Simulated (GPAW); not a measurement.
# How the form of the self-energy moves the gap of MgI2 (2H monolayer)

How much does the gap of MgI2 (2H monolayer) depend on the approximation to the self-energy?

Main program and level: GPAW 26.7.0; LDA and many-body steps on it, plane waves.

### Step 1. Set-up

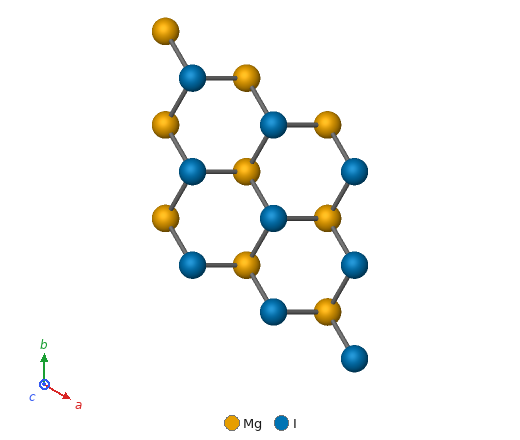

The starting structure, seen from above (magnesium orange, iodine blue). 3×3×1 cells are drawn.

The cell holds 3 atoms: 1 Mg and 2 I. Its edges and angles: a = 3.981 Å, b = 3.981 Å, c = 14.600 Å, α = 90.0°, β = 90.0°, γ = 120.0°. Vacuum lies along c.

As a file:

```cif
data_structure
_symmetry_space_group_name_H-M 'P 1'
_symmetry_Int_Tables_number 1
_cell_length_a 3.9807
_cell_length_b 3.9807
_cell_length_c 14.6000
_cell_angle_alpha 90.000
_cell_angle_beta 90.000
_cell_angle_gamma 120.000
_cell_volume 200.35
loop_
_atom_site_label
_atom_site_type_symbol
_atom_site_fract_x
_atom_site_fract_y
_atom_site_fract_z
_atom_site_occupancy
Mg1 Mg 0.33333 0.66667 0.50000 1
I2 I 0.66667 0.33333 0.62475 1
I3 I 0.66667 0.33333 0.37525 1
```

The structure was relaxed with LDA. The runs that relaxed it are not among those shown. Spin-orbit coupling is left out unless a step names it.

### Step 2. Empty states on the mesh, 9×9×1 mesh, 335 bands

This step: GPAW 26.7.0; DFT, LDA, plane waves, PAW.

The sums over transitions need many empty states on a uniform mesh; this step solves for them.

run.py reads:

```python
import json
import numpy as np
from gpaw.mpi import world
from gpaw import GPAW

calc = GPAW('gs.gpw').fixed_density(kpts={'size': (9, 9, 1), 'gamma': True},
    parallel={'domain': 1, 'band': 1},
    txt='nscf.txt')
calc.diagonalize_full_hamiltonian(nbands=335)
calc.write('full.gpw', mode='all')
res = {}
kpts = calc.get_ibz_k_points()
res['kpts'] = kpts
res['eigenvalues'] = [calc.get_eigenvalues(kpt=k) for k in range(len(kpts))]
res['n_electrons'] = calc.get_number_of_electrons()

if world.rank == 0:
    with open('result.json', 'w') as f:
        json.dump(res, f, default=lambda x: x.tolist())
```

Run with:

```bash
mpirun -n 4 gpaw python run.py
```

Numbers of over 12 decimals in the logs are rounded to 6 here.

The program printed:

```text
Diagonalizing LCAO Hamiltonian
Converting LCAO to pw mode
convergence criteria:
- Maximum integral of absolute [eigenst]ate change: 4e-08 eV^2 / valence electron
maximum number of iterations: 100

SCF iterations
|iter     |     time |      energy | eigst |  dens |
|iter:   1|  |             | +0.48 |       |
|iter:   2|  |             | +0.02 |       |
|iter:   3|  |             | -0.93 |       |
[...]
|iter:  11|  |             | -6.89 |       |
|iter:  12|  |             | -7.35 |       |
|iter:  13|  |             | -7.58c|       |
SCF steps: 13
  __  _  _
 | _ |_)|_||  |
 |__||  | ||/\| - 26.7.0

Input parameters:
  mode=PW(ecut=450.000000),
  convergence={'density': 1e-06, 'bands': -3},
  gpts=array([20, 20, 72]),
  kpts=MonkhorstPack(size=(9, 9, 1), gamma=True),
  maxiter=100,
  nbands=19,
  occupations=Occupations(name='fermi-dirac', width=0.001, fixmagmom=False),
  parallel={'domain': 1, 'band': 1},
  xc=XC(name='LDA')
Matrix size: 4323x4323
# Writing to full.gpw (mode='all')
  [... matrices ...]

timing:  # [seconds]
  Total: 237.777  # ━━━━━━━━━━━━━━━━━━━━━━━━━━━━━━━━━━━━━━━━━━━━━━━━━━━━━━━━━
```

Elapsed: 4.1 min, on 4 MPI ranks of Arm Neoverse V1, shared host; peak memory 6.9 GiB.

Numbers from this step:

* gap: 2.867 eV
* k of the valence top: 0, 0, 0
* k of the conduction bottom: 0.4444, 0, 0
* least direct gap: 3.040 eV
* k points computed: 12
* lowest point of the top converged band, above the valence top: 78.5774 eV

On this mesh the gap is 2.867 eV.

### Step 3. One-shot HSE06

This step: one-shot HSE06 levels on LDA orbitals, plane waves, PAW.

run.py reads:

```python
import json
import numpy as np
from gpaw.mpi import world
from gpaw.hybrids.eigenvalues import non_self_consistent_eigenvalues

dft, vxc, vxc_hyb = non_self_consistent_eigenvalues('full.gpw', 'HSE06', 10, 14, kpt_indices=[0, 9])
res = {'dft': dft[0], 'hybrid': (dft - vxc + vxc_hyb)[0]}
if world.rank == 0:
    with open('hybrid.txt', 'w') as f:
        for k, e0, e1 in zip([0, 9], res['dft'], res['hybrid']):
            print(k, ' '.join(f'{x:9.4f}' for x in e0), '|', ' '.join(f'{x:9.4f}' for x in e1), file=f)

if world.rank == 0:
    with open('result.json', 'w') as f:
        json.dump(res, f, default=lambda x: x.tolist())
```

Run with:

```bash
mpirun -n 4 gpaw python run.py
```

The program printed:

```text
IBZ(<points: 12, symmetries: 12>)
Occupied bands: 12
Transforming wave functions from IBZ to BZ: 0.048 seconds
Distributing wave functions and iFFT-ing to real space: 0.379 seconds
Calculating eigenvalues:
  k-points: 2
  Bands: 10-13 (inclusive)
  Seconds: 1.328 (wave-function broadcasting: 0.011 seconds)
HSE06-eigenvalue shifts:
  min: -0.382 eV
  ave: 0.186 eV
  max: 0.752 eV
```

The job ended after 4.7 s (4 MPI ranks; peak memory 1.4 GiB).

Numbers from this step:

| Item | Value |
| --- | --- |
| starting gap on the mesh | 2.867 eV |
| hybrid gap on the mesh | 3.841 eV |
| least direct hybrid gap on the computed points | 4.088 eV |

### Step 4. GLLB-SC, self-consistent

This step: DFT, GLLB-SC with its derivative discontinuity, plane waves, PAW.

run.py reads:

```python
import json
import numpy as np
from gpaw.mpi import world
from ase import Atoms
from gpaw import GPAW, PW, FermiDirac

atoms = Atoms(['Mg', 'I', 'I'],
    cell=[[3.9806850001, 0.0000000000, 0.0000000000],
      [-1.9903425000, 3.4473743345, 0.0000000000],
      [0.0000000000, 0.0000000000, 14.6000000000]],
    scaled_positions=[[0.3333333333, 0.6666666667, 0.5000000000],
      [0.6666666667, 0.3333333333, 0.6247526729],
      [0.6666666667, 0.3333333333, 0.3752473271]],
    pbc=(True, True, False))
calc = GPAW(mode=PW(450),
    xc='GLLBSC',
    kpts={'size': (9, 9, 1), 'gamma': True},
    occupations=FermiDirac(0.001),
    nbands=-7,
    convergence={'bands': -3},
    maxiter=120,
    txt='gllbsc.txt')
atoms.calc = calc
atoms.get_potential_energy()
homo, lumo = calc.get_homo_lumo()
response = calc.hamiltonian.xc.response
dxc_pot = response.calculate_discontinuity_potential(homo, lumo)
ks_gap, dxc = response.calculate_discontinuity(dxc_pot)
res = {'ks_gap': ks_gap, 'dxc': dxc}

if world.rank == 0:
    with open('result.json', 'w') as f:
        json.dump(res, f, default=lambda x: x.tolist())
```

Run with:

```bash
mpirun -n 4 gpaw python run.py
```

The program printed:

```text
[banner, memory and clock lines left out]
___ ___ ___ _ _ _
 |   |   |_  | | | |
 | | | | | . | | | |
 |__ |  _|___|_____|  26.7.0
 |___|_|

Input parameters:
  convergence: {bands: -3}
  kpts: {gamma: True,
         size: (9, 9, 1)}
  maxiter: 120
  mode: {ecut: 450.000000,
         name: pw}
  nbands: -7
  occupations: {fixmagmom: False,
                name: fermi-dirac,
                width: 0.001}
  xc: GLLBSC

System changes: positions, numbers, cell, pbc, initial_charges, initial_magmoms

Initialize ...

species:
  Mg:
    name:    Magnesium
    Z:       12.0
    valence: 10
    core:    2
    charge:  0.0  # [|e|]
    compensation charges:
      type: gauss
      rc: 0.33  # [Å]
      lmax: 2
    cutoffs:
      filter: 1.86  # [Å]
      core: 0.54  # [Å]
    projectors
    | kind |    occ | energy [eV] | rcut [Å] |
    |   2s |  2.000 |     -81.998 |    1.090 |
    |   3s |  2.000 |      -6.877 |    1.090 |
    |   2p |  6.000 |     -48.239 |    1.085 |
    |   3p |  0.000 |      -3.605 |    1.085 |
    |    d |        |       0.000 |    1.037 |

    Using partial waves for Mg as LCAO basis

  I:
    name:    Iodine
    Z:       53.0
    valence: 7
    core:    46
    charge:  0.0  # [|e|]
    compensation charges:
      type: gauss
      rc: 0.37  # [Å]
      lmax: 2
    cutoffs:
      filter: 2.06  # [Å]
      core: 2.96  # [Å]
    projectors
    | kind |    occ | energy [eV] | rcut [Å] |
    |   5s |  2.000 |     -20.049 |    1.164 |
    |   5p |  5.000 |     -10.166 |    1.164 |
    |    s |        |       7.162 |    1.164 |
    |    p |        |      17.045 |    1.164 |
    |    d |        |       0.000 |    1.164 |

    Using partial waves for I as LCAO basis

Reference energy: -392356.811284  # eV

Spin-paired calculation

Convergence criteria:
 Maximum [total energy] change in last 3 cyles: 0.0005 eV / valence electron
 Maximum integral of absolute [dens]ity change: 0.0001 electrons / valence electron
 Maximum integral of absolute [eigenst]ate change: 4e-08 eV^2 / valence electron
 Maximum number of scf [iter]ations: 120
 (Square brackets indicate name in SCF output, whereas a 'c' in
 the SCF output indicates the quantity has converged.)
  [... matrices ...]
Symmetries present (total): 12

  [... matrices ...]
81 k-points: 9 x 9 x 1 Monkhorst-Pack grid
12 k-points in the irreducible part of the Brillouin zone
       k-points in crystal coordinates                weights
   0:     0.00000000    0.00000000    0.00000000          1/81
   1:     0.11111111    0.00000000    0.00000000          6/81
   2:     0.22222222   -0.11111111    0.00000000          6/81
   3:     0.22222222    0.00000000    0.00000000          6/81
   4:     0.33333333   -0.11111111    0.00000000         12/81
   5:     0.33333333    0.00000000    0.00000000          6/81
   6:     0.33333333    0.33333333    0.00000000          2/81
   7:     0.44444444   -0.22222222    0.00000000          6/81
   8:     0.44444444   -0.11111111    0.00000000         12/81
   9:     0.44444444    0.00000000    0.00000000          6/81
          ...
  11:     0.44444444    0.44444444    0.00000000          6/81

Wave functions: Plane wave expansion
  Cutoff energy: 450.000 eV
  Number of coefficients (min, max): 4294, 4362
  Pulay-stress correction: 0.000000 eV/Ang^3 (de/decut=0.000000)
  Using FFTW library
  Wavefunction extrapolation:
    Improved wavefunction reuse through dual PAW basis

Occupation numbers: Fermi-Dirac:
  width: 0.0010  # eV

Eigensolver
   Davidson(niter=2)

Densities:
  Coarse grid: 20*20*72 grid
  Fine grid: 40*40*144 grid
  Total Charge: 0.000000

Density mixing:
  Method: separate
  Backend: msr1
  Linear mixing parameter: 0.05
  old densities: 10
  Width of damping distribution: 1.1
  Damping of long wavelength oscillations: 20

Hamiltonian:
  XC and Coulomb potentials evaluated on a 40*40*144 grid
  Using the GLLBSC Exchange-Correlation functional
  External potential:
    NoExternalPotential

XC parameters: GLLBSC functional being used consists of
  | Weight | Module     | Description                                   |
  |  1.000 | SCREENING  | GGA_X_PBE_SOL with 2 nearest neighbor stencil |
  |  1.000 | RESPONSE   | eps=0.0500 eV                                 |
  |  1.000 | XC         | GGA_C_PBE_SOL with 2 nearest neighbor stencil |

Memory estimate:

Total number of cores used: 4
Parallelization over k-points: 4

Number of atoms: 3
Number of atomic orbitals: 16
Number of bands in calculation: 19
Number of valence electrons: 24
Bands to converge: 16

... initialized

Initializing position-dependent things.

Density initialized from atomic densities
Creating initial wave functions:
  16 bands from LCAO basis set
  3 bands from random numbers

            I

        Mg

            I

Atomic positions and initial magnetic moments

Positions:
   0 Mg    -0.000000    2.298250    7.300000    ( 0.0000,  0.0000,  0.0000)
   1 I      1.990343    1.149125    9.121389    ( 0.0000,  0.0000,  0.0000)
   2 I      1.990343    1.149125    5.478611    ( 0.0000,  0.0000,  0.0000)
  [... matrices ...]
Unit cell:
           periodic     x           y           z      points  spacing
  1. axis:    yes    3.980685    0.000000    0.000000    20     0.1724
  2. axis:    yes   -1.990342    3.447374    0.000000    20     0.1724
  3. axis:    no     0.000000    0.000000   14.600000    72     0.2028

  Lengths:   3.980685   3.980685  14.600000
  Angles:   90.000000  90.000000 120.000000

Effective grid spacing dv^(1/3) = 0.1909

iter:   1     -8.615106   +0.49
iter:   2     -9.684176   +0.00  -1.38
iter:   3     -9.602914   -0.57  -1.30
iter:   4     -9.143618   -0.98  -1.13
iter:   5     -8.734181   -1.03  -1.26
iter:   6     -8.433594   -1.15  -1.47
iter:   7     -8.283457   -1.83  -1.68
[...]
iter:  11     -8.242550c  -2.81  -1.73
iter:  12     -8.251030   -2.95  -1.84
iter:  13     -8.276098   -2.97  -2.07
iter:  14     -8.272800   -3.37  -3.33
iter:  15     -8.269157c  -3.62  -3.53
iter:  16     -8.269472c  -3.82  -3.82
iter:  17     -8.269179c  -4.01  -4.07c
iter:  18     -8.268757c  -4.17  -4.36c
iter:  19     -8.269183c  -4.33  -4.66c
iter:  20     -8.269181c  -4.49  -4.83c
iter:  21     -8.269062c  -4.65  -4.87c
iter:  22     -8.269081c  -4.82  -5.60c
[...]
iter:  32     -8.269101c  -6.78  -5.99c
iter:  33     -8.269106c  -7.02  -5.90c
iter:  34     -8.269105c  -7.23  -5.97c
iter:  35     -8.269109c  -7.44c -5.94c

Converged after 35 iterations.

Dipole moment: (2.896132, -1.672083, -0.000000) |e|*Ang

Energy contributions relative to reference atoms: (reference = -392356.811284)
  [... matrices ...]
Kinetic:        +90.017721
Potential:      -84.314129
External:        +0.000000
XC:             -15.061190
Entropy (-ST):   -0.000000
Local:           +1.088489
SIC:             +0.000000
Free energy:     -8.269109
Extrapolated:    -8.269109

GLLBSC response reference energy: -2.62498 eV (from HOMO)
  [... matrices ...]
Showing only first 2 kpts
 Kpt  Band  Eigenvalues  Occupancy
  0    10     -2.62498    2.00000
  0    11     -2.62498    2.00000
  0    12      1.32000    0.00000
  0    13      3.28545    0.00000

  1    10     -3.14318    2.00000
  1    11     -2.73411    2.00000
  1    12      1.75191    0.00000
  1    13      3.66827    0.00000

Fermi level: -2.40156

Gap: 3.559 eV
Transition (v -> c):
  (s=0, k=0, n=11, [0.00, 0.00, 0.00]) -> (s=0, k=9, n=12, [0.44, 0.00, 0.00])
Direct/indirect transitions are different
Direct gap: 3.945 eV
Transition at: (s=0, k=0, n=11, [0.00, 0.00, 0.00])
  [... matrices ...]
```

The job ended after 16 s (4 MPI ranks; peak memory 0.82 GiB; 64 s of CPU time).

Numbers from this step:

```
starting gap on the mesh      : 3.559 eV
derivative discontinuity      : 1.593 eV
quasiparticle gap on the mesh : 5.152 eV
```

(Part 1 of 2 ends here.)

[Paths, hosts, dates, memory and timing lines, banners, echoed tables and standing remarks are left out of the program output.]

[Logs are printed without paths, hosts, clocks, repeated set-up lines and the standing remarks that a program may print on its own settings, such as how far it seeks lower states.]

[Runs of the session that timed out or met a known fault of the program may be left out.]

[Hosts, paths, dates, database ids (printed as entryN), source tags and the programs' standing remarks are cut or masked in the printed files.]
